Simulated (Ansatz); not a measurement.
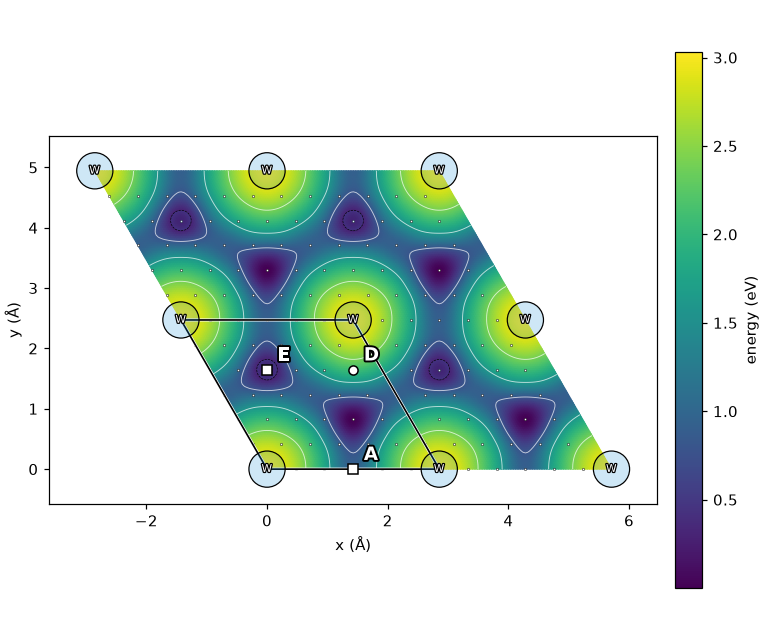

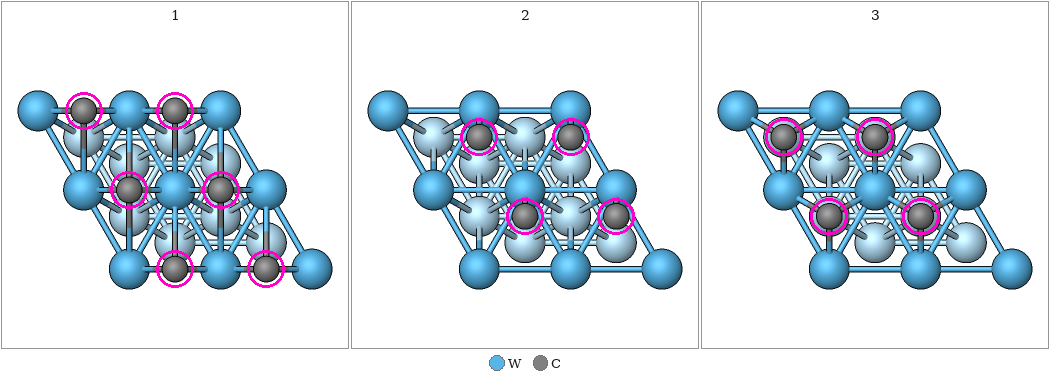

C on a W(111) slab cut from the Fm-3m phase, its upper half relaxed before the scan (3 atoms of substrate and one adsorbate in a 1 × 1 cell). 
- C is moved over the surface cell; relaxed at each place: the height of the adsorbate's atoms; substrate rigid; the origin of the map has the adsorbate above W3.
- Places are given modulo a cell vector. The map is drawn in real space over the plane of the surface.
- Grid: 6 × 6 points; 10 points were computed and 26 follow by symmetry.
- Energies are in eV, from the lowest grid point.
- With one adsorbate in each 1 × 1 cell, its nearest image is 2.9 Å away, so neighbouring adsorbates interact.
- The calculation used DFT PBE, scalar-relativistic, plane waves, PAW (Ansatz). Settings: cutoff 420 eV, k-mesh 9×9×1, gaussian smearing 0.1 eV, no spin polarisation.

Drawn: a smooth colour map with a few white contour lines, dots at the grid points, labelled circles for the atoms of the top layer and small ones for the second layer, the outline of one cell of the 2 × 2 shown, lettered points. Between grid points the surface is interpolated. The numbered pictures are the structures at these points, in random order. Rings mark the moved atoms.

Which structure belongs to which point?

A is structure 1: a bridge site between two W atoms, (3/6, 0/6) of the cell vectors, 0.91 eV; D is structure 2: (5/6, 4/6) of the cell vectors [nearest 1 W at 1.84 Å], 2.09 eV; E is structure 3: a threefold hollow over a second-layer W atom, (2/6, 4/6) of the cell vectors, 0.12 eV.

PAW datasets: the set soft_1.
